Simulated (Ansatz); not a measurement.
```
Ti Si
1.0
     0.00000   -8.27036    0.00000
     7.21161    0.00000    4.27960
    -7.21161    0.00000    4.27960
Ti Si
12 23
Direct
  0.74773 0.83257 0.66539
  0.25079 0.99909 0.50164
  0.74773 0.50077 0.00128
  0.24850 0.66667 0.83333
  0.75506 0.16667 0.33333
  0.25079 0.33425 0.16503
  0.00014 0.49855 0.49880
  0.50157 0.66667 0.33333
  0.00156 0.16667 0.83333
  0.49670 0.33263 0.66365
  0.00014 0.83479 0.16787
  0.49670 0.00070 0.00302
  0.33859 0.49904 0.50087
  0.91412 0.33307 0.16630
  0.41129 0.83167 0.66738
  0.91412 0.00027 0.50037
  0.41129 0.50166 0.99929
  0.91239 0.66667 0.83333
  0.10036 0.16667 0.33333
  0.58237 0.33071 0.17233
  0.08480 0.83252 0.66786
  0.58237 0.00262 0.49433
  0.08480 0.50082 0.99881
  0.58608 0.66667 0.83333
  0.83708 0.66667 0.33333
  0.33810 0.16667 0.83333
  0.83720 0.33320 0.66787
  0.33859 0.83429 0.16580
  0.83720 0.00013 0.99879
  0.65944 0.49569 0.49914
  0.16345 0.66667 0.33333
  0.66252 0.16667 0.83333
  0.16692 0.33188 0.66208
  0.65944 0.83764 0.16753
  0.16692 0.00145 0.00459
```

Computed without spin polarisation.

Method: Ansatz 0.2.0, DFT PBE, scalar-relativistic, plane waves, PAW.

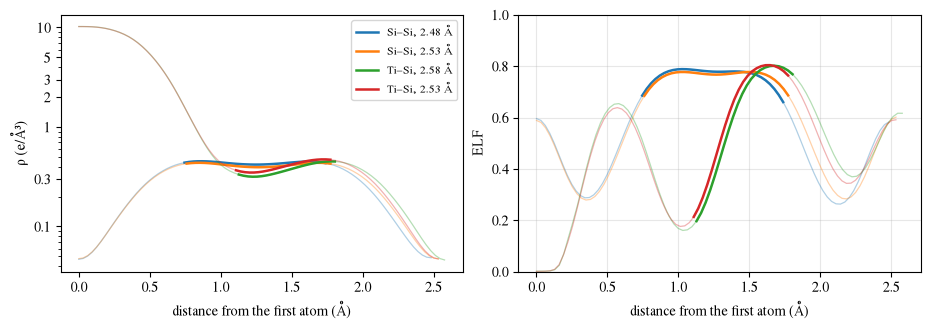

Ti₁₂Si₂₃ (cell with a defect). Valence electron density and ELF along straight lines between neighbouring atoms. Thin, pale parts lie inside the atomic spheres.

The density is the valence pseudo-density of a PAW calculation; it isn't the true density close to the nuclei.

Q: Compare the contacts.

A: Si–Si (2.48 Å): ρ is about 0.42 e/Å³ halfway; the ELF peaks at about 0.80 between the atoms.
Si–Si (2.53 Å): ρ is about 0.39 e/Å³ halfway; the ELF peaks at about 0.80 between the atoms.
Ti–Si (2.58 Å): ρ is about 0.32 e/Å³ halfway; the ELF peaks at about 0.80 in the valence shell of Si, 0.9 Å from its nucleus, and is about 0.45 at the midpoint.
Ti–Si (2.53 Å): the density is about 0.35 e/Å³ at the midpoint; the ELF peaks at about 0.80 in the valence shell of Si, 0.9 Å from its nucleus, and is about 0.45 at the midpoint.
